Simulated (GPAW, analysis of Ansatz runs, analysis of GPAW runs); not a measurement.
# Charge-transition level of the Ti on the Ga site in GaAs (PBEsol) (GPAW), part 2 of 4

Aim: the charge-transition level of the Ti on the Ga site in GaAs, to be set beside the measurement. Set-up: PBEsol, plane waves 500 eV, 32-site cell, PBEsol lattice, k: the single point 1/4 1/4 1/4 then 2x2x2 shifted, dielectric constants 10.9 and 12.9 (handbook). The model is a cell of 32 host atoms with 1 Ga taken out and 1 Ti put in. The level is the Fermi energy at which two charge states have equal formation energy, after a correction for the images of the charge. A local or semilocal functional is the cheapest first rung.

GPAW 26.7.0; PBEsol, plane waves 500 eV, 32-site cell, PBEsol lattice, k: the single point 1/4 1/4 1/4 then 2x2x2 shifted, dielectric constants 10.9 and 12.9 (handbook).

So far: Set-up; Relaxation, charge +1.

### Step 2. Relaxation, charge +1 (continued)

Level of this step: GPAW plane-wave PAW DFT, PBEsol; relaxation of all atoms of a defect supercell (GPAW).

Relaxation path:

```csv
step,energy less that of the first step (eV)
0,0.0000
1,-0.1703
2,-0.3951
3,-0.4001
4,-0.4111
5,-0.4148
6,-0.4172
7,-0.4193
8,-0.4215
9,-0.4228
10,-0.4236
11,-0.4244
12,-0.4254
13,-0.4262
14,-0.4266
15,-0.4267
```

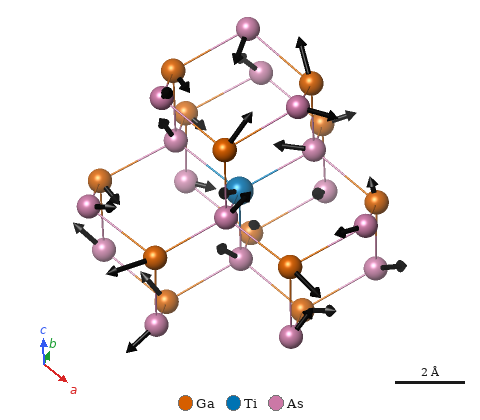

Displacements in the relaxation near the centre, exaggerated; the longest in the cell stands for 0.07 Å.

The atoms that moved most (Å):

```csv
atom,dx,dy,dz,length
Ga1,-0.033,-0.056,0.027,0.071
Ga10,-0.043,0.021,-0.044,0.065
Ga12,0.058,-0.021,0.009,0.063
Ga6,0.045,0.004,-0.043,0.062
Ga11,-0.009,0.008,-0.059,0.060
As32,0.020,0.055,0.008,0.059
As23,0.025,-0.001,0.050,0.056
Ga15,-0.029,0.002,0.048,0.056
```

Final coordinates:

```xyz
32
Lattice="-5.6858 5.6858 -5.6858 5.6858 5.6858 5.6858 5.6858 -5.6858 -5.6858" Properties=species:S:1:pos:R:3 pbc="T T T"
Ga   -0.0125   -0.0106    0.0246
Ga    5.6730   -2.8587   -2.8231
Ga    5.6948   -0.0153   -0.0129
Ga    5.7002    2.8597    2.8627
Ga    2.8444   -2.8429   -5.6908
Ga    2.8561   -0.0161   -2.8530
Ti    2.8447    2.8420    0.0048
Ga    2.8634    5.6964    2.8644
Ga    0.0148    0.0105   -5.6658
Ga   -0.0088    2.8616   -2.8506
Ga   -0.0088    5.6990   -0.0091
Ga    5.6967    2.8248   -2.8495
Ga   -2.8401    2.8386   -5.6758
Ga   -2.8601    5.6720   -2.8265
Ga    2.8425    2.8420   -5.6787
Ga    2.8286    5.7031   -2.8527
As    4.2568   -4.2563   -4.2658
As    4.2579   -1.4307   -1.4129
As    4.2634    1.4233    1.4266
As    4.2633    4.2591    4.2811
As    1.4297   -1.4303   -4.2672
As    1.4245    1.4223   -1.4140
As    1.4254    4.2611    1.4266
As    7.1123    1.4222   -1.4151
As   -1.4204    1.4272   -4.2593
As   -1.4245    4.2639   -1.4151
As    4.2600    1.4219   -4.2660
As    4.2617    4.2639   -1.4160
As   -4.2611    4.2540   -4.2624
As    1.4252    1.4246   -7.0952
As    1.4259    4.2634   -4.2677
As    1.4266    7.1148   -1.4109
```

Neighbours of Ti7 at the end:

```csv
atom,distance (Å)
As22,2.459
As19,2.459
As28,2.459
As23,2.460
Ga12,4.035
Ga3,4.036
Ga10,4.037
Ga1,4.038
Ga9,4.038
Ga14,4.038
Ga11,4.038
Ga4,4.040
Ga8,4.040
Ga2,4.041
Ga6,4.042
Ga16,4.044
```

From the first step to the last the energy fell by 0.427 eV, and the largest move was 0.07 Å (Ga1). Judged within 0.08 Å, the space group went from P1 to I-43m.

### Step 3. Single point, charge +1

The relaxed structure is kept, and the final numbers are taken at the final level and k-points.

This step: GPAW plane-wave PAW DFT, PBEsol; single point of a defect supercell.

Contents of run.py:

```python
import numpy as np
from ase.io import read, write
from ase.parallel import parprint, world
from gpaw import GPAW, PW
from gpaw import setup_paths

setup_paths.insert(0, '.')
atoms = read('POSCAR')
calc = GPAW(mode=PW(500),
            xc='PBEsol',
            kpts={'size': (2, 2, 2), 'gamma': False},
            charge=1,
            occupations={'name': 'fermi-dirac', 'width': 0.01},
            nbands=76,
            convergence={'density': 1e-05, 'bands': 73},
            maxiter=150,
            symmetry={'point_group': False},
            txt='gpaw.txt')
atoms.calc = calc
energy = atoms.get_potential_energy()
forces = atoms.get_forces()
parprint(f'Energy: {energy:.6f} eV, largest force {np.linalg.norm(forces, axis=1).max():.4f} eV/A')
calc.write('gs.gpw')
write('final.xyz', atoms)
for s in range(calc.get_number_of_spins()):
    parprint('Levels (eV), spin', s, calc.get_eigenvalues(kpt=0, spin=s)[-16:].round(3))
field = calc.get_electrostatic_potential()
if world.rank == 0:
    np.save('potential.npy', field)
field = calc.get_pseudo_density()
if world.rank == 0:
    np.save('density.npy', field)
```

Contents of POSCAR:

```
Ga Ti Ga As
 1.0000000000000000
    -5.6857970252916630    5.6857970252916497   -5.6857970252916594
     5.6857970252916621    5.6857970252916443    5.6857970252916399
     5.6857970252916736   -5.6857970252916434   -5.6857970252916541
 Ga  Ti  Ga  As 
   6   1   9  16
Direct
 -0.0030955290738851 -0.0020380757435508 -0.0032615911045556
 -0.0031260190824510  0.2474818321408175  0.7471341073386427
 -0.0002119746791248  0.4994407410901778  0.5019225259546795
[... 2 atom lines left out ...]
  0.2494726796771710  0.2497439327650208  0.5020462720182258
  0.2495015674477455  0.5000811367961463  0.2497379406411638
[... 1 atom line left out ...]
  0.4991675595128042  0.0022235185223390  0.4995394695529609
  0.5023176016125012  0.2508696641218621  0.2499027539462879
  0.5019529025226859  0.5003862444164658  0.0000257800268535
  0.4989835668385407  0.7493647541492104  0.7515380624725688
[... 6 atom lines left out ...]
 -0.0002890008195321  0.5000813839031029  0.2494661045215969
[... 2 atom lines left out ...]
  0.2494276710356630  0.2503443674947198  0.2496144416845753
  0.2492572199985106  0.5000635587856139 -0.0001055498459293
[... 4 atom lines left out ...]
  0.4994847428367913  0.7497324967877012  0.4992950156982373
[... 3 atom lines left out ...]
  0.7497373738524078  0.7511172489983382  0.2495243505332862
```

Started as:

```bash
$ gpaw-setup -f PBEsol As Ga Ti
$ OMP_NUM_THREADS=1 mpirun -n 8 gpaw python run.py > stdout
```

What it wrote:

```text
__  _  _
 | _ |_)|_||  |
 |__||  | ||/\| - 26.7.0

Input parameters:
  mode=PW(ecut=500.0),
  charge=1,
  convergence={'density': 1e-05, 'bands': 73},
  kpts=MonkhorstPack(size=(2, 2, 2), gamma=False),
  maxiter=150,
  nbands=76,
  occupations=Occupations(name='fermi-dirac', width=0.01),
  symmetry=Symmetry(point_group=False),
  xc=XC(name='PBEsol')

Diagonalizing LCAO Hamiltonian
Converting LCAO to pw mode

                                 As
                               Ga

                                    Ga
                          As
                       Ga
                            ATi As
                   As            As
                Ga  Ga        Ga  Ga
                        As             As
                      Ga            Ga
            As            As  As
                           Ga
               GaAs          Ga Ga
                       As
                    Ga
                        As  As
                          Ga

Atoms  # Å, Bohr magnetons
|    | symbol |         x |         y |         z |    initial magnetic moments |
|----|--------|-----------|-----------|-----------|-----------------------------|
|  0 |     Ga | -0.012532 | -0.010644 |  0.024557 | ( 0.0000,  0.0000,  0.0000) |
|  1 |     Ga |  5.672958 | -2.858695 | -2.823148 | ( 0.0000,  0.0000,  0.0000) |
|  2 |     Ga |  5.694754 | -0.015316 | -0.012906 | ( 0.0000,  0.0000,  0.0000) |
|  3 |     Ga |  5.700158 |  2.859735 |  2.862663 | ( 0.0000,  0.0000,  0.0000) |
|  4 |     Ga |  2.844368 | -2.842948 | -5.690756 | ( 0.0000,  0.0000,  0.0000) |
|  5 |     Ga |  2.856075 | -0.016089 | -2.852991 | ( 0.0000,  0.0000,  0.0000) |
|  6 |     Ti |  2.844704 |  2.842016 |  0.004785 | ( 0.0000,  0.0000,  0.0000) |
|  7 |     Ga |  2.863427 |  5.696415 |  2.864441 | ( 0.0000,  0.0000,  0.0000) |
|  8 |     Ga |  0.014757 |  0.010528 | -5.665803 | ( 0.0000,  0.0000,  0.0000) |
|  9 |     Ga | -0.008786 |  2.861574 | -2.850578 | ( 0.0000,  0.0000,  0.0000) |
| 10 |     Ga | -0.008761 |  5.698950 | -0.009054 | ( 0.0000,  0.0000,  0.0000) |
| 11 |     Ga |  5.696709 |  2.824762 | -2.849476 | ( 0.0000,  0.0000,  0.0000) |
| 12 |     Ga | -2.840149 |  2.838616 | -5.675825 | ( 0.0000,  0.0000,  0.0000) |
| 13 |     Ga | -2.860122 |  5.672003 | -2.826471 | ( 0.0000,  0.0000,  0.0000) |
| 14 |     Ga |  2.842471 |  2.841969 | -5.678663 | ( 0.0000,  0.0000,  0.0000) |
| 15 |     Ga |  2.828581 |  5.703072 | -2.852660 | ( 0.0000,  0.0000,  0.0000) |
| 16 |     As |  4.256811 | -4.256252 | -4.265778 | ( 0.0000,  0.0000,  0.0000) |
| 17 |     As |  4.257911 | -1.430703 | -1.412902 | ( 0.0000,  0.0000,  0.0000) |
| 18 |     As |  4.263418 |  1.423304 |  1.426591 | ( 0.0000,  0.0000,  0.0000) |
| 19 |     As |  4.263281 |  4.259139 |  4.281069 | ( 0.0000,  0.0000,  0.0000) |
| 20 |     As |  1.429728 | -1.430336 | -4.267212 | ( 0.0000,  0.0000,  0.0000) |
| 21 |     As |  1.424469 |  1.422345 | -1.414045 | ( 0.0000,  0.0000,  0.0000) |
| 22 |     As |  1.425434 |  4.261086 |  1.426634 | ( 0.0000,  0.0000,  0.0000) |
| 23 |     As |  7.112315 |  1.422194 | -1.415128 | ( 0.0000,  0.0000,  0.0000) |
| 24 |     As | -1.420444 |  1.427160 | -4.259286 | ( 0.0000,  0.0000,  0.0000) |
| 25 |     As | -1.424453 |  4.263894 | -1.415111 | ( 0.0000,  0.0000,  0.0000) |
| 26 |     As |  4.260003 |  1.421882 | -4.266013 | ( 0.0000,  0.0000,  0.0000) |
| 27 |     As |  4.261748 |  4.263906 | -1.416032 | ( 0.0000,  0.0000,  0.0000) |
| 28 |     As | -4.261135 |  4.254049 | -4.262445 | ( 0.0000,  0.0000,  0.0000) |
| 29 |     As |  1.425210 |  1.424638 | -7.095249 | ( 0.0000,  0.0000,  0.0000) |
| 30 |     As |  1.425873 |  4.263409 | -4.267699 | ( 0.0000,  0.0000,  0.0000) |
| 31 |     As |  1.426590 |  7.114810 | -1.410899 | ( 0.0000,  0.0000,  0.0000) |

Unit cell  # Å
| periodic |         x |         y |         z |  lengths |     angles |
|----------|-----------|-----------|-----------|----------|------------|
|      yes | -5.685797 |  5.685797 | -5.685797 | 9.848089 | 109.471221 |
|      yes |  5.685797 |  5.685797 |  5.685797 | 9.848089 | 109.471221 |
|      yes |  5.685797 | -5.685797 | -5.685797 | 9.848089 | 109.471221 |

Number of symmetries: 1
Symmetry operations  # r_c * U_cc + t_c -> r_c
|   | kind |            matrix            |
|---|------|------------------------------|
| 0 |  E   |  1, 0, 0,  0, 1, 0,  0, 0, 1 |

BZ-sampling:
  Number of BZ points: 8
  Number of IBZ points: 4

  Monkhorst-Pack size: [2, 2, 2]
  Monkhorst-Pack shift: [0, 0, 0]

K-points  # in reciprocal-cell coordinates
|   |                                coordinates |     weight |
|---|--------------------------------------------|------------|
| 0 | (  0.25000000,  -0.25000000,  -0.25000000) | 0.25000000 |
| 1 | (  0.25000000,  -0.25000000,   0.25000000) | 0.25000000 |
| 2 | (  0.25000000,   0.25000000,  -0.25000000) | 0.25000000 |
| 3 | (  0.25000000,   0.25000000,   0.25000000) | 0.25000000 |

Plane wave coefficients: 18720
Cutoff: 500.0 eV

Spin-components: 1 (collinear spins)
Bands:           76
Projectors:      161
Spin-degeneracy: 2
Datatype:        complex128

Density:
  Valence electrons: 137.0
  Components: 1
  Grid points: [54 54 54]
  Charge: 1.0  # |e|

Potential:
  Grid points: [54 54 54]

species:
  Ga:
    name:    Gallium
    Z:       31.0
    valence: 3
    core:    28
    charge:  0.0  # [|e|]
    compensation charges:
      type: gauss
      rc: 0.37  # [Å]
      lmax: 2
    cutoffs:
      filter: 2.06  # [Å]
      core: 4.17  # [Å]
    projectors
    | kind |    occ | energy [eV] | rcut [Å] |
    |------|--------|-------------|----------|
    |   4s |  2.000 |      -8.959 |    1.164 |
    |   4p |  1.000 |      -2.572 |    1.164 |
    |    s |        |      18.252 |    1.164 |
    |    p |        |      24.640 |    1.164 |
    |    d |        |       0.000 |    1.164 |

    Using partial waves for Ga as LCAO basis

  Ti:
    name:    Titanium
    Z:       22.0
    valence: 12
    core:    10
    charge:  0.0  # [|e|]
    compensation charges:
      type: gauss
      rc: 0.38  # [Å]
      lmax: 2
    cutoffs:
      filter: 2.23  # [Å]
      core: 1.02  # [Å]
    projectors
    | kind |    occ | energy [eV] | rcut [Å] |
    |------|--------|-------------|----------|
    |   3s |  2.000 |     -62.441 |    1.270 |
    |   4s |  2.000 |      -4.477 |    1.270 |
    |   3p |  6.000 |     -38.776 |    1.058 |
    |   4p |  0.000 |      -1.449 |    1.058 |
    |   3d |  2.000 |      -4.275 |    1.058 |
    |    d |        |      22.937 |    1.058 |

    Using partial waves for Ti as LCAO basis

  As:
    name:    Arsenic
    Z:       33.0
    valence: 5
    core:    28
    charge:  0.0  # [|e|]
    compensation charges:
      type: gauss
      rc: 0.33  # [Å]
      lmax: 2
    cutoffs:
      filter: 1.87  # [Å]
      core: 2.96  # [Å]
    projectors
    | kind |    occ | energy [eV] | rcut [Å] |
    |------|--------|-------------|----------|
    |   4s |  2.000 |     -14.495 |    1.058 |
    |   4p |  3.000 |      -5.197 |    1.058 |
    |    s |        |      12.716 |    1.058 |
    |    p |        |      22.014 |    1.058 |
    |    d |        |       0.000 |    1.058 |

    Using partial waves for As as LCAO basis

Reference energy: -1799215.367818  # eV

eigensolver:
  PPCG
  Converge bands: 73
  niter=2

density mixing:
  MSR1-Mixer
  Pratt-step length: 0.05
  Maximum mixing coefficient: 0.75
  Old densities: 10
  SVD Regularization: 0.005
  Good broyden scale: 1.0
  Trust region scale: 1.0
  Backstep threshold: 4.0
  History deletion threshold: 6.0
  Fourier metric: weight=20.0, sigma=0.015

occupation numbers:
  Fermi-Dirac:
    width: 0.0100  # eV

poisson solver:
  ecut: 4000.0  # eV
  uniform background charge: 1.0  # electrons

xc functional:
  name: PBEsol with 2 nearest neighbor stencil

Initialization done in: 2.464 s

convergence criteria:
- Maximum integral of absolute [dens]ity change: 1e-05 electrons / valence electron
- Maximum [total energy] change in last 3 cyles: 0.0005 eV / valence electron
- Maximum integral of absolute [eigenst]ate change: 4e-08 eV^2 / valence electron
maximum number of iterations: 150

SCF iterations
|iter     | |      energy | eigst |  dens |
|---------|-|-------------|-------|-------|
|iter:   1| | -155.076095 | -0.19 |       |
|iter:   2| | -154.732757 | -1.45 | -0.92 |
|iter:   3| | -155.982149 | -0.17 | -0.95 |
|iter:   4| | -160.211086 | +0.66 | -1.33 |
|iter:   5| | -153.569714 | -0.04 | -1.12 |
|iter:   6| | -153.121985 | -1.64 | -1.67 |
|iter:   7| | -153.108685 | -2.49 | -2.00 |
|iter:   8| | -153.057481c| -1.69 | -2.15 |
|iter:   9| | -153.053254c| -2.88 | -2.61 |
|iter:  10| | -153.049920c| -3.64 | -2.75 |
|iter:  11| | -153.049723c| -4.17 | -3.25 |
|iter:  12| | -153.049646c| -4.71 | -3.52 |
|iter:  13| | -153.049607c| -5.01 | -3.76 |
|iter:  14| | -153.049605c| -5.46 | -4.20 |
|iter:  15| | -153.049605c| -5.84 | -4.70 |
|iter:  16| | -153.049605c| -6.21 | -5.17c|
|iter:  17| | -153.049605c| -6.55 | -5.46c|
|iter:  18| | -153.049605c| -6.86 | -5.83c|
|iter:  19| | -153.049605c| -7.06 | -6.22c|
|iter:  20| | -153.049605c| -7.33 | -6.65c|
|iter:  21| | -153.049605c| -7.55c| -7.13c|

Converged in 21 steps
SCF loop duration: 58.899 s (2.805 s/step)
Energy contributions relative to reference atoms: (reference = -1799215.367818)

Energy contributions:
  Kinetic:         334.311458
  Coulomb:        -312.480029
  Zero:              0.138595
  External:          0.000000
  Xc:             -175.019629
  Entropy:          -0.000000
  Spinorbit:         0.000000
  ----------------------------
  Free energy:    -153.049605
  Extrapolated:   -153.049605

dipole moment: (-26.040996, 31.766308, -162.373474)  # |e|*Ang

Fermi level: 4.304
Eigenvalues  # (at kpt = [0.250, -0.250, -0.250])
| band index |      eig [eV] | occ [0-2] |
|------------|---------------|-----------|
|          0 |       -52.650 |     2.000 |
|        ... |               |           |
|         60 |         3.320 |     2.000 |
|         61 |         3.320 |     2.000 |
|         62 |         3.444 |     2.000 |
|         63 |         3.487 |     2.000 |
|         64 |         3.487 |     2.000 |
|         65 |         3.528 |     2.000 |
|         66 |         3.916 |     2.000 |
|         67 |         3.917 |     2.000 |
|         68 |         5.081 |     0.000 |
|         69 |         5.261 |     0.000 |
|         70 |         5.573 |     0.000 |
|         71 |         5.891 |     0.000 |
|         72 |         5.892 |     0.000 |
|         73 |         6.323 |     0.000 |
|         74 |         6.785 |     0.000 |
|         75 |         6.786 |     0.000 |

Gap: 1.075 eV
Transition (v -> c):
  (s=0, k=3, n=67, [0.25, 0.25, 0.25]) -> (s=0, k=0, n=68, [0.25, -0.25, -0.25])
Direct/indirect transitions are different
Direct gap: 1.084 eV
Transition at: (s=0, k=3, n=67, [0.25, 0.25, 0.25])

Forces  # eV/Ang
|        x |        y |        z |
|----------|----------|----------|
| -0.00091 | -0.02468 |  0.02074 |  # Ga   0
| -0.01231 | -0.02669 |  0.00095 |  # Ga   1
|  0.02245 |  0.00264 | -0.01876 |  # Ga   2
|  0.01199 |  0.01923 |  0.00758 |  # Ga   3
| -0.00161 | -0.00173 |  0.01642 |  # Ga   4
|  0.02798 | -0.01344 | -0.00742 |  # Ga   5
| -0.00201 |  0.00497 |  0.00489 |  # Ti   6
|  0.01659 |  0.01168 | -0.00165 |  # Ga   7
|  0.00341 |  0.01914 |  0.03555 |  # Ga   8
| -0.01108 |  0.01785 | -0.01074 |  # Ga   9
[...]
|  0.04443 |  0.04729 | -0.04911 |  # As  27
| -0.02213 |  0.07312 |  0.02241 |  # As  28
| -0.01303 | -0.01984 | -0.06164 |  # As  29
| -0.01275 |  0.01905 |  0.06790 |  # As  30
| -0.01225 | -0.06301 | -0.02554 |  # As  31

# Writing to gs.gpw (mode='')
```

Elapsed: 65 s, on 8 MPI ranks of Arm Neoverse V2, shared host; peak memory 2.9 GiB.

(Continued in part 3 of 4.)

[Logs are printed without paths, hosts, clocks, repeated set-up lines and the standing remarks that a program may print on its own settings, such as how far it seeks lower states.]

[Hosts, paths, dates, database ids (printed as entryN), source tags and the programs' standing remarks are cut or masked in the printed files.]

[For some hosts the program warned that the k-mesh of the response run may be too coarse for force constants and the static dielectric constant; such warnings are not shown here.]
